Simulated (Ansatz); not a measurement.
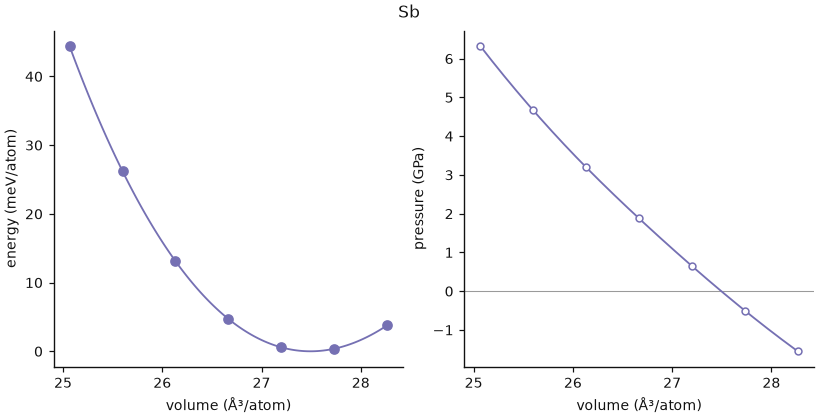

The plot gives the computed energy and pressure against volume for Sb, space group Fm-3m (No. 225).

Cell as given: a = 3.353 Å, b = 3.353 Å, c = 3.353 Å, α = 60.00°, β = 60.00°, γ = 60.00°; 1 atom.

Calculation (Ansatz 0.2.0): all-electron LAPW DFT, no spin polarisation; energies at scaled volumes of the given cell, shape and fractions fixed, counted from the fit's minimum, third-order Birch-Murnaghan fit. Level: PBE.

k mesh 10×10×10; occupations Fermi–Dirac; smearing width 0.05 eV; potentials all electron LAPW, scalar relativistic; program settings basis error eV/atom 0.0005.

The numbers behind the figure:

```
volume (Å³/atom)  energy (meV/atom)  pressure (GPa)
           25.07              44.45            6.33
           25.60              26.21            4.67
           26.13              13.15            3.20
           26.67               4.74            1.88
           27.20               0.57            0.65
           27.73               0.35           -0.50
           28.27               3.79           -1.55
```
